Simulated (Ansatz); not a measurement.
A series of calculations on S32Ca31

**1. Relaxation**

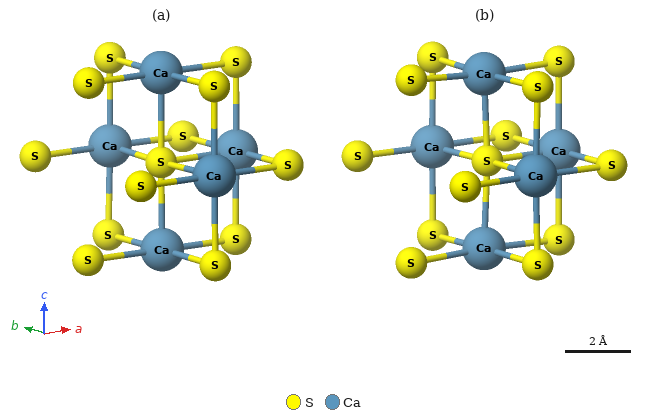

The structure of a defect cell of composition S32Ca31 (cell charge −1) before (left) and after (right) a relaxation, at one scale.

Style: ball-and-stick. Shown: the atoms within 4.2 Å of the atom that moves most (axes of the cell of the calculation), from a free direction.

All numbers below come from DFT, PBEsol, PAW, plane waves in Ansatz. Settings: plane-wave cutoff 420 eV; k-point mesh 1 × 1 × 1; mesh shifted by (0.25, 0.25, 0.25); collinear spin; atoms relaxed in a fixed cell; force threshold 0.03 eV/Å; at most 80 steps.

**Describe what moved and what it gained.**

After 3 geometry steps the energy has fallen by 0.477 eV per cell of the calculation. Largest force component: 0.58 eV/Å at the start, 0.015 eV/Å at the end. An S atom moves most: 0.12 Å roughly along [3 −1 1]. By element the largest moves are S 0.12 Å, Ca 0.09 Å. The cell stays as it was. Among the contacts that change: Ca–S 2.848 → 2.732 Å, Ca–S 2.859 → 2.777 Å, Ca–S 2.788 → 2.859 Å, Ca–S 2.838 → 2.779 Å. Among the angles between lasting bonds that change: Ca–S–Ca 178.9° → 174.9°, Ca–S–Ca 89.0° → 92.6°, Ca–S–Ca 177.6° → 174.8°. Cost: 4.3 s on 1 × NVIDIA GB200 with 8 threads of Arm Neoverse-V2, peak memory 2 GiB.

Limits of the set-up: the cell is charged, on a uniform background, and energies carry no finite-size correction.

**2. Relaxation**

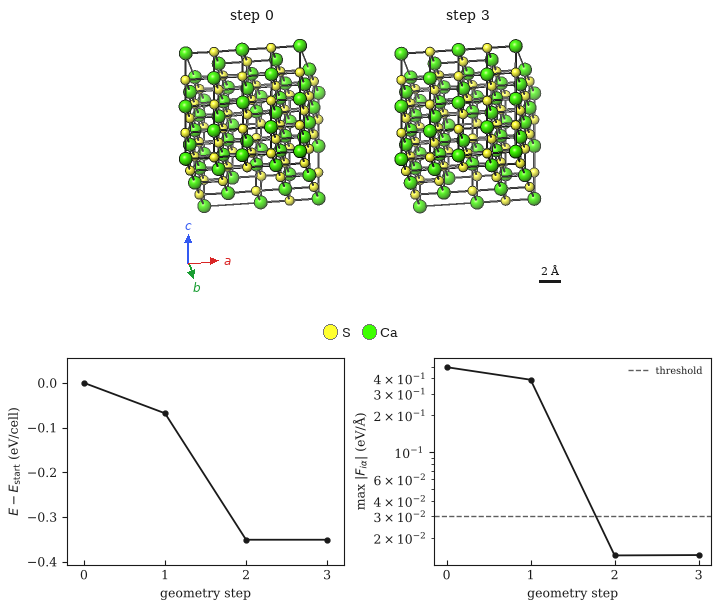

First and last geometry of a relaxation of a defect cell of composition S₃₂Ca₃₁, with the history of the run. A ball-and-stick model of the cell of the calculation, seen from a free direction.

Theory: Ansatz 0.2.0, DFT, PBEsol, PAW, plane waves. Set-up: plane-wave cutoff 420 eV; k-point mesh 1 × 1 × 1; mesh shifted by (0.25, 0.25, 0.25); collinear spin; atoms relaxed in a fixed cell; force threshold 0.03 eV/Å; at most 80 steps.

**What do the curves and the structures tell?**

It converged. An S atom moves most: 0.11 Å roughly along [3 −1 2]. Largest moves by element: S 0.11 Å, Ca 0.07 Å. The cell stays as it was. Some distances before and after: Ca–S 2.860 → 2.739 Å, Ca–S 2.754 → 2.849 Å, Ca–S 2.829 → 2.738 Å, Ca–S 2.879 → 2.788 Å. Among the angles between lasting bonds that change: S–Ca–S 89.2° → 94.4°, S–Ca–S 90.2° → 94.6°, S–Ca–S 90.1° → 94.3°. The energy falls by 0.351 eV per cell of the calculation in 3 geometry steps. Largest force component: 0.49 eV/Å at the start, 0.015 eV/Å at the end. Cost: 4.3 s on 1 × NVIDIA GB200 with 8 threads of Arm Neoverse-V2, peak memory 2 GiB.

**3. Defect**

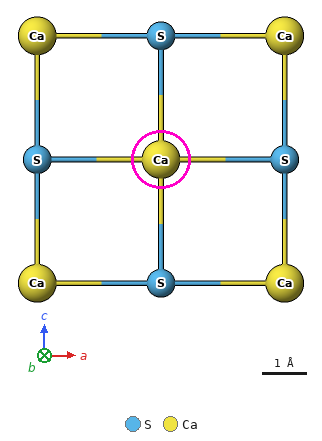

Perfect CaS. The picture is a ball-and-stick view of the atoms within 5.4 Å of one point, in a slice 5.0 Å thick across the line of sight, seen along the b axis.

Theory: DFT, PBEsol, PAW, plane waves (Ansatz 0.2.0). Settings: plane-wave cutoff 420 eV; k-point mesh 1 × 1 × 1; mesh shifted by (0.25, 0.25, 0.25); collinear spin. Fermi-Dirac smearing of 0.01 eV. A uniform background neutralises the charged cell. The axes drawn are those of the host's conventional cell.

A calcium atom is taken out (a vacancy) at the ringed place, in charge state −1. The supercell has 64 sites, and the atoms are relaxed at the host's cell.

> How do the neighbours respond?

Around the empty Ca site the host had 6 S at 2.82 Å; after relaxation the nearest atoms are 6 S at 2.90 to 2.91 Å. Of the host's atoms, a sulfur atom moves furthest from its site, by 0.09 Å. The cell's net moment is 1.00 μB.

The relaxed defect, seen from the same direction:

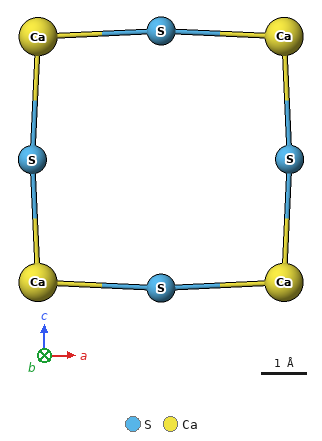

Limits of the set-up: the cell is charged, on a uniform background, and energies carry no finite-size correction.
